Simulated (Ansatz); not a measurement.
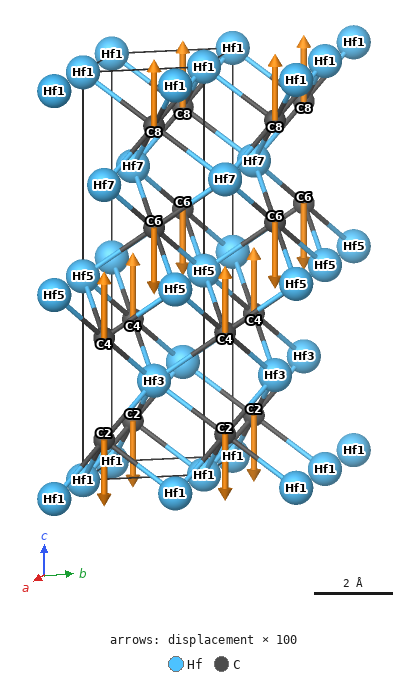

A relaxation of solid HfC (a generated structure, set up in P6_3/mmc). The starting structure is drawn; orange arrows show the displacements (the part carried along by the change of the cell is left out), 100 times their true length.

A ball-and-stick model of the cell of the calculation, repeated 2 × 2 × 1 with one cell outlined, seen slightly off an axis.

Case: stacking ABAC.

Computed with DFT PBEsol, scalar-relativistic, plane waves, PAW (Ansatz 0.2.0). Settings: plane-wave cutoff 420 eV; k-point mesh 12 × 12 × 5; occupations gaussian; smearing width 0.1 eV; no spin polarisation; cell and atoms relaxed; force threshold 0.01 eV/Å; at most 45 steps.

### What happened in the run?

The largest moves relative to the cell, 0.017 Å, are those of C2, C4, C6 and C8. C4 goes along +c. Hf stays in place. The drawn cell changes as follows: a = b 3.258 → 3.268 Å (+0.3 %), c 10.638 → 10.564 Å (−0.7 %); the volume changes by −0.1 %. Some distances before and after: Hf1–Hf3 3.258 → 3.246 Å, C4–Hf5 2.304 → 2.293 Å, Hf1–Hf1 3.258 → 3.268 Å, C2–Hf3 2.304 → 2.313 Å. The space group stays P6_3/mmc (No. 194). Over 2 accepted moves (4 points after the start) the energy falls by 19.3 meV per cell of the calculation. Largest force component: 0.36 eV/Å at the start, 0.00028 eV/Å at the end. The pressure goes from −0.12 to 0.04 GPa. The line search rejected the trial step at point 1 of the run. At 1 point the geometry stayed and the basis and grid were re-selected for the new cell (energy shift of less than 0.05 meV per cell of the calculation at most each time).
